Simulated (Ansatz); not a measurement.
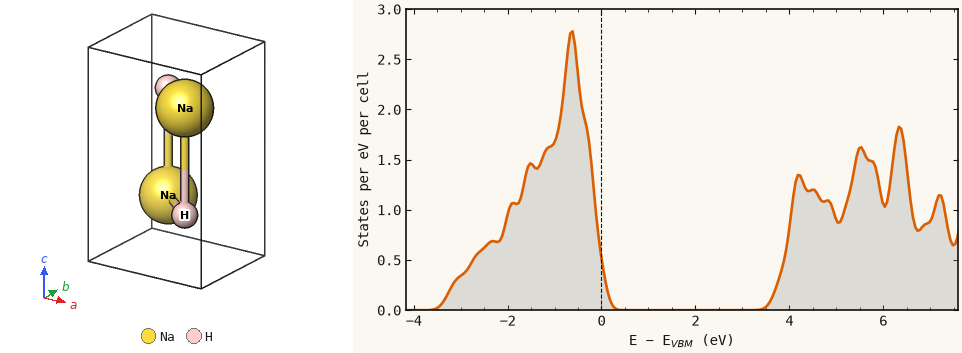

What does this figure show?

Density of states of NaH, space group P6_3/mmc (No. 194), 4 atoms in the cell, h-MgO (five-fold) type, beside the structure. Ansatz 0.2.0; DFT, r2SCAN+rVV10, plane waves, PAW, no spin polarisation, 12×12×6 k mesh, 500 eV cutoff, Fermi-Dirac smearing of 0.03 eV. Energies are counted from the top of the valence band. The curve is built from the levels of the k mesh with Gaussians 0.3 eV wide, which also blur the band edges.

There is a gap; over the k points computed it is 3.59 eV (indirect; the smallest direct gap is 4.39 eV). The upper group of valence states starts about 3.4 eV under the valence-band top, with a gap beneath it; it holds about 4 electrons a cell. Within the window shown, the tallest peak of the filled states lies 0.6 eV under the valence-band top, at about 2.8 states per eV and cell.
